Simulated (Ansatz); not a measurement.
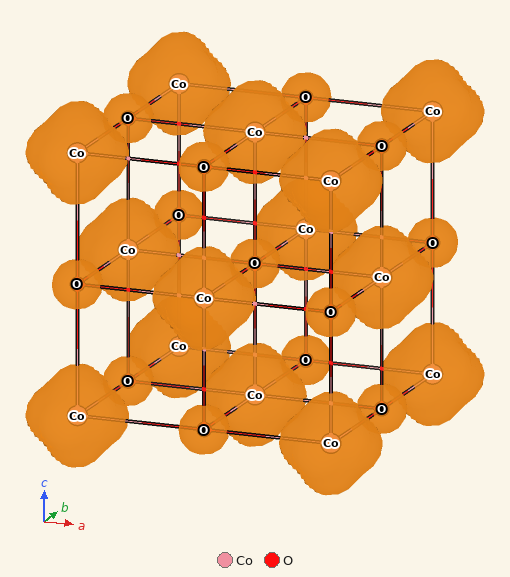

The picture shows: CoO. Isosurfaces of the spin density (up minus down) at +0.3 (orange) and −0.3 e/Å³ (purple), seen slightly off an axis. Sticks mark near contacts.

Space group Fm-3m; spin-polarised.

All numbers below come from DFT PBEsol, scalar-relativistic, plane waves, PAW in Ansatz 0.2.0.

In a PAW calculation such maps are meaningful between the atoms, not at the nuclei.

Q: Describe the spin distribution.

A: The spin density sits on Co: +2.3 μB (×4) in one cell of 8 atoms, with smaller moments on other sites: O (up to +0.29 μB): parallel moments (a ferromagnetic arrangement) in this solution. The cell of the calculation (2 atoms) carries 2.8 μB of net spin moment. Only one sign reaches the isovalue.
